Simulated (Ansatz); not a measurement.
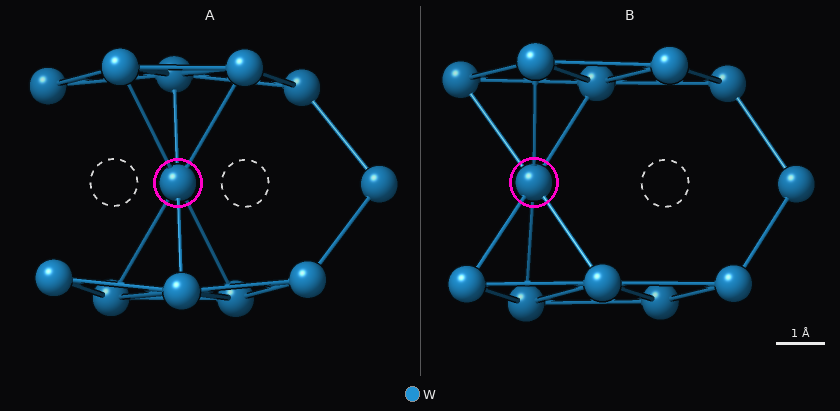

A vacancy jump of tungsten in W (Fm-3m phase), in a neutral cell with 26 atoms, whose images lie 8.6 Å apart. One frame is the relaxed vacancy; in the other the neighbouring W atom (ringed) was set half-way along its jump of 2.85 Å and all atoms were relaxed in the symmetry of that start. Dashed circles mark empty sites. The picture is a ball-and-stick view of the slice 3.8 Å thick through the jump, out to 4.2 Å from its middle, seen across the jump.

All numbers below come from DFT PBE, scalar-relativistic, plane waves, PAW in Ansatz 0.2.0. Set-up: plane-wave cutoff 420 eV; k-point mesh 4 × 4 × 4; occupations gaussian; smearing width 0.1 eV; no spin polarisation; atoms relaxed in a fixed cell; force threshold 0.02 eV/Å.

### What does the half-way point cost?

Frame A is the half-way start after relaxation. It lies 0.12 eV below the relaxed vacancy. The atom stays half-way, on the straight line, and this state lies lower. The vacancy kept the symmetry of its start, so it may not be in its lowest state. There it has 6 W as nearest neighbours, the closest at 2.71 Å. Both cells are metallic on the mesh.
